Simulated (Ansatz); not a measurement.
Al33N32: several calculations on one system

Part 1: Relaxation

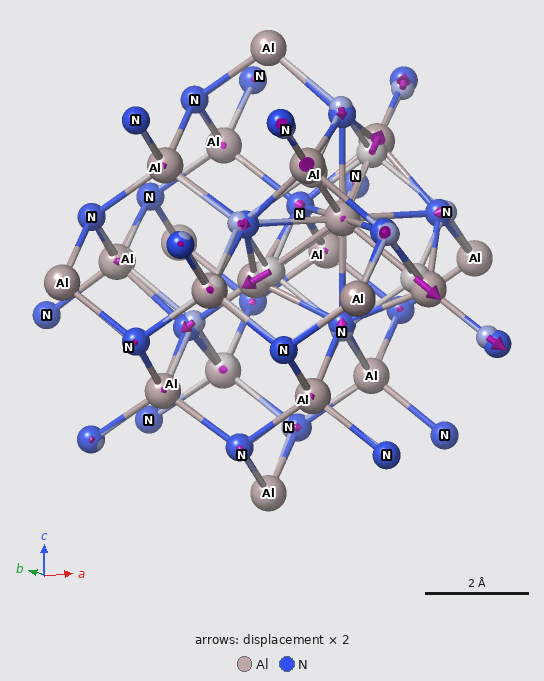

This is a relaxation of a defect cell of composition Al33N32 (cell charge +1). The starting structure is drawn faded, the final one solid; purple arrows show the displacements, magnified 2 times.

The picture is a ball-and-stick view of the atoms within 5.0 Å of the atom that moves most (axes of the cell of the calculation (origin shifted)), seen slightly off an axis.

All numbers below come from DFT, PBEsol, PAW, plane waves (Ansatz). Set-up: plane-wave cutoff 420 eV; k-point mesh 1 × 1 × 1; mesh shifted by (0.25, 0.25, 0.25); no spin polarisation; atoms relaxed in a fixed cell; force threshold 0.03 eV/Å; at most 80 steps.

Which element moves most?

Answer. Aluminium: up to 0.34 Å, against 0.23 Å for nitrogen.

What did the optimiser do to the structure, and how much energy did it gain?

Answer. The energy falls by 8.817 eV per cell of the calculation in 6 geometry steps. The largest force component goes from 7.8 to 0.028 eV/Å. The atom that moves furthest is an Al atom (0.34 Å roughly along [−1 1 −1]). Largest moves by element: Al 0.34 Å, N 0.23 Å. The lattice vectors keep their values. Some distances before and after: Al–Al 1.858 → 2.236 Å, Al–Al 1.886 → 2.226 Å, Al–Al 1.903 → 2.234 Å, Al–Al 1.929 → 2.233 Å. Among the angles between lasting bonds that change: Al–N–Al 108.9° → 134.3°, Al–N–Al 109.8° → 134.4°, N–Al–N 110.5° → 94.4°.

Limits of the set-up: the cell is charged, on a uniform background, and energies carry no finite-size correction.

Part 2: Relaxation

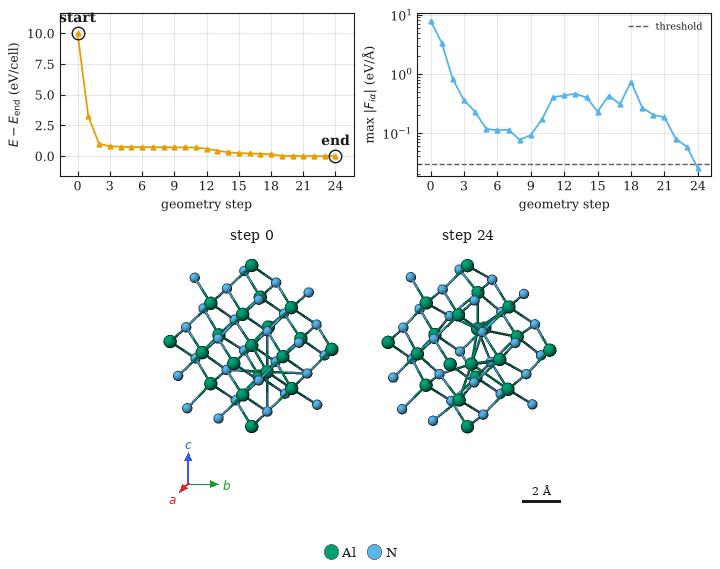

First and last geometry of a relaxation of a defect cell of composition Al33N32 (cell charge −1), with the history of the run. Style: ball-and-stick. Shown: the atoms within 5.0 Å of the atom that moves most (axes of the cell of the calculation (origin shifted)), slightly off an axis.

The calculation used Ansatz 0.2.0, DFT, PBEsol, PAW, plane waves. Set-up: plane-wave cutoff 420 eV; k-point mesh 1 × 1 × 1; mesh shifted by (0.25, 0.25, 0.25); no spin polarisation; atoms relaxed in a fixed cell; force threshold 0.03 eV/Å; at most 80 steps.

What do the curves and the structures tell?

Answer. It converged. The atom that moves furthest is an Al atom (1.12 Å along [−2 1 2]). Largest moves by element: Al 1.12 Å, N 0.30 Å. The cell stays as it was. Near-neighbour distances that change, for instance: Al–N 1.949 → 3.339 Å, Al–N 2.168 → 3.074 Å, Al–Al 3.058 → 2.290 Å, Al–Al 3.114 → 2.425 Å. Bonds break, among them: Al–N (1.95 → 3.34 Å). Bond angles that change, for instance: Al–Al–N 177.1° → 114.1°, Al–N–Al 111.5° → 74.9°, Al–N–Al 109.9° → 74.7°. Over 24 geometry steps the energy falls by 10.024 eV per cell of the calculation. The largest force component goes from 7.9 to 0.025 eV/Å. The run took 110 s on 7 threads of Arm Neoverse-V2, peak memory 1.2 GiB.

Limits of the set-up: the cell is charged, on a uniform background, and energies carry no finite-size correction.

Part 3: Defect

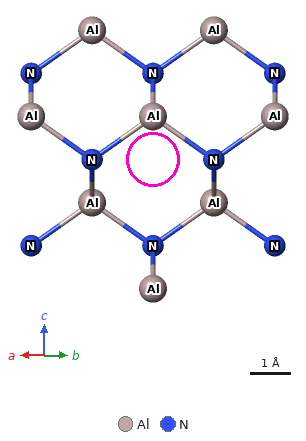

Perfect AlN. The picture is a ball-and-stick view of the atoms within 4.6 Å of one point, in a slice 4.2 Å thick across the line of sight, seen along [110].

Level of theory: DFT, PBEsol, PAW, plane waves in Ansatz 0.2.0. (plane-wave cutoff 420 eV; k-point mesh 1 × 1 × 1; mesh shifted by (0.25, 0.25, 0.25); collinear spin) Fermi-Dirac smearing of 0.01 eV. A uniform background neutralises the charged cell. The axes drawn are those of the host's conventional cell.

An extra aluminium atom is put between the host's atoms (an interstitial) at the ringed place, in charge state +1. The supercell has 64 sites, and the atoms are relaxed at the host's cell.

How do the neighbours respond?

The Al atom starts with 4 Al at 1.89 to 1.90 Å, 6 N at 2.18 to 2.19 Å around its place and ends with 6 N at 2.04 to 2.07 Å, 4 Al at 2.23 to 2.24 Å. Of the host's atoms, an aluminium atom moves furthest from its site, by 0.35 Å. The cell ends without a net magnetic moment.

The relaxed defect, seen from the same direction:

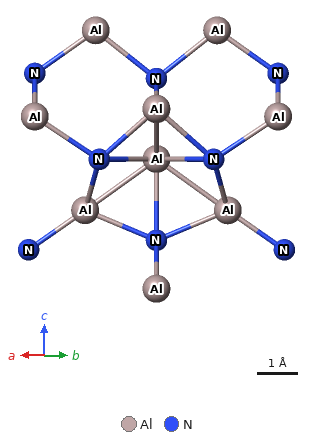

Limits of the set-up: the cell is charged, on a uniform background, and energies carry no finite-size correction.

Part 4: Defect

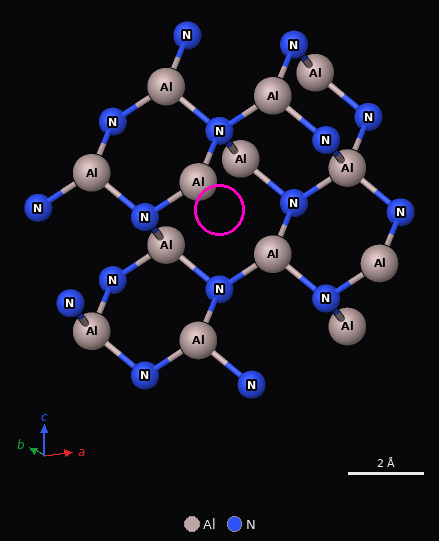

Perfect AlN. The picture is a ball-and-stick view of the atoms within 5.4 Å of one point, in a slice 3.4 Å thick across the line of sight, seen slightly off an axis.

Level of theory: Ansatz 0.2.0, DFT, PBEsol, PAW, plane waves. Set-up: plane-wave cutoff 420 eV; k-point mesh 1 × 1 × 1; mesh shifted by (0.25, 0.25, 0.25); collinear spin. Fermi-Dirac smearing of 0.01 eV. A uniform background neutralises the charged cell. The axes drawn are those of the host's conventional cell.

An extra aluminium atom is put between the host's atoms (an interstitial) at the ringed place, in charge state +2. The supercell has 64 sites, and the atoms are relaxed at the host's cell.

**How do the neighbours respond?**

The Al atom starts with 4 Al at 1.89 to 1.90 Å, 6 N at 2.18 to 2.19 Å around its place and ends with 6 N at 2.05 to 2.06 Å, 4 Al at 2.22 to 2.23 Å. Of the host's atoms, an aluminium atom moves furthest from its site, by 0.34 Å. The cell's net moment is 1.00 μB.

The relaxed defect, seen from the same direction:

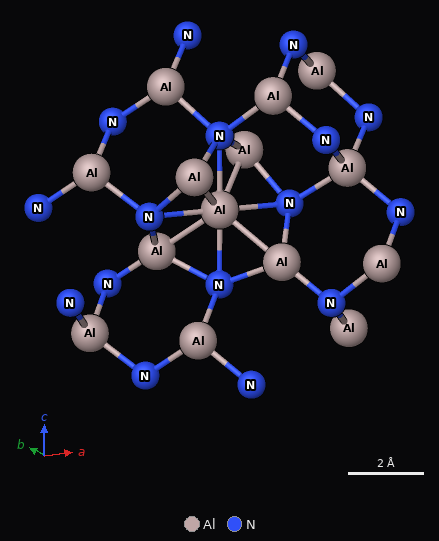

Limits of the set-up: the cell is charged, on a uniform background, and energies carry no finite-size correction.
